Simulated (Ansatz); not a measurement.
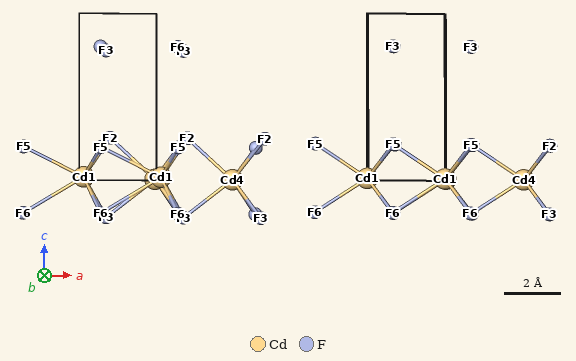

Two geometries of crystalline CdF$_{2}$ (built on the MoS2-187 type type), drawn at one scale. One is the start of a relaxation, the other its converged end. A ball-and-stick model of the cell of the calculation, repeated 2 × 1 × 1 with one cell outlined, seen along the b axis.

These are results of DFT, PBEsol, plane waves, PAW in Ansatz, not measurements. Set-up: plane-wave cutoff 420 eV; k-point mesh 6 × 6 × 4; occupations fermi dirac; smearing width 0.05 eV; no spin polarisation; cell and atoms relaxed; force threshold 0.01 eV/Å; at most 120 steps.

**Which of the two is the end point?**

The right one is the relaxed one. Case: shaken. The atom that moves furthest relative to the cell is F2 (0.29 Å roughly along [−3 −1 −2]). By element the largest moves are F 0.29 Å, Cd 0.25 Å. The drawn cell changes as follows: a 3.268 → 3.272 Å (+0.1 %), b 6.508 → 6.545 Å (+0.6 %), c 6.043 → 6.045 Å (0.0 %), α 89.1° → 89.3°, β 90.8° → 90.9°, γ 120.9° → 120.0°; the volume changes by +1.6 %. Some distances before and after: Cd1–Cd4 2.853 → 3.271 Å, Cd1–F6 2.552 → 2.262 Å, Cd1–F3 2.083 → 2.262 Å, Cd1–F5 2.437 → 2.261 Å. Among the angles between lasting bonds that change: F2–Cd1–F3 83.0° → 66.7°, Cd1–F2–Cd4 77.3° → 92.7°, Cd1–F5–Cd4 107.3° → 92.7°. The space group stays P1 (No. 1). Over 5 accepted moves (7 points after the start) the energy falls by 166 meV per atom. Largest force component: 3 eV/Å at the start, 0.00042 eV/Å at the end. Pressure: −0.97 GPa at the start and 0.01 GPa at the end. At 2 points the geometry stayed and the basis and grid were re-selected for the new cell (energy shift of 0.7 meV per atom at most each time). Cost: 3.4 min on 2 threads of Intel(R) Xeon(R) Processor @ 2.50GHz (Skylake/Cascade Lake), with other jobs on the host, peak memory 0.55 GiB.
